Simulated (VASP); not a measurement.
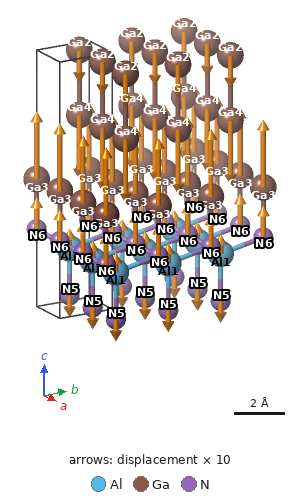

This is a relaxation of a crystal of AlGa$_{3}$N$_{2}$ (a generated structure, set up in P3m1). The starting structure is drawn; orange arrows show the displacements (the part carried along by the change of the cell is left out), 10 times their true length.

A ball-and-stick model of the cell of the calculation, repeated 3 × 3 × 1 with one cell outlined, seen slightly off an axis.

The run lets cell and atoms move.

Theory: Kohn-Sham DFT of a periodic cell, PBE, VASP PAW PBE potentials, recommended in VASP 6.6.1.

Input
```
SYSTEM = AlGa3N2
PREC = Accurate ; ENCUT = 520
EDIFF = 1E-6 ; ISMEAR = 0
SIGMA = 0.1 ; LREAL = .FALSE.
LASPH = .TRUE. ; NELM = 120
ALGO = Normal ; ISIF = 3
LWAVE = .FALSE. ; LCHARG = .FALSE.
GGA = PE ; IBRION = 2
NSW = 90 ; EDIFFG = -0.01
KPAR = 4
```

Run as
```bash
cat potpaw_PBE.64/Al/POTCAR potpaw_PBE.64/Ga_d/POTCAR potpaw_PBE.64/N/POTCAR > POTCAR
mpirun -np 4 vasp_std > vasp.out
```

### What did the optimiser do to the structure, and how much energy did it gain?

The energy falls by 0.406 eV per cell of the calculation in 39 geometry steps. The largest force component goes from 0.34 to 0.0093 eV/Å. Pressure: −0.36 GPa at the start and 0.06 GPa at the end. Ga3 moves most relative to the cell: 0.28 Å along +c. By element the largest moves are Ga 0.28 Å, N 0.13 Å, Al 0.08 Å. Cell: a = b 3.115 → 3.219 Å (+3.4 %), c 10.457 → 9.365 Å (−10.4 %). Volume −4.3 %. Among the contacts that change: Ga3–Ga4 3.102 → 2.535 Å, Ga2–Ga4 2.651 → 2.502 Å, Ga3–N6 2.042 → 1.974 Å, Al1–N6 1.890 → 1.944 Å. New bonds form: Ga3–Ga4 (3.10 → 2.53 Å). The space group stays P3m1 (No. 156). It ran on 4 threads of Intel(R) Xeon(R) 6975P-C (Granite Rapids), on a shared host.
